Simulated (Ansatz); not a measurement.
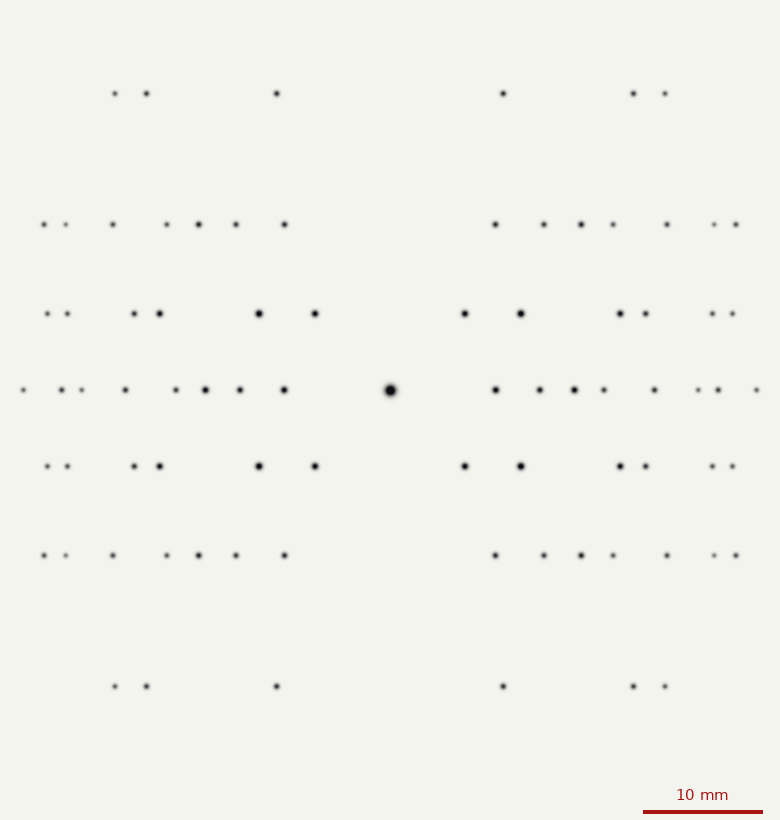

Simulated X-ray rotation photograph: Mo Kα radiation (λ = 0.7107 Å), cylindrical film of radius 28.65 mm unrolled, rotation axis vertical and normal to the beam, kinematic intensities without Lorentz or polarisation factors, the film spanning ±63° about the beam; spots down to d = 0.69 Å.

Q: What lattice repeat along the rotation axis do the layer lines give?

A: The first layer line lies 6.4 mm from the equator, so tan ν = 0.225, sin ν = 0.219 and the period is λ/sin ν = 3.24 Å. Further lines follow at 14.0, 25.0 mm.

The crystal is Ni, space group Pm-3m (No. 221), a = 2.290 Å. Structure: the geometry relaxed with DFT, r2SCAN, plane waves (500 eV) with PAW, scalar-relativistic (Ansatz 0.2.0); the starting structure was generated, so it need not be a known form of this composition.

Q: About which axis was it rotated?

A: About [110] (or an equivalent direction), whose length in the conventional cell is 3.239 Å.
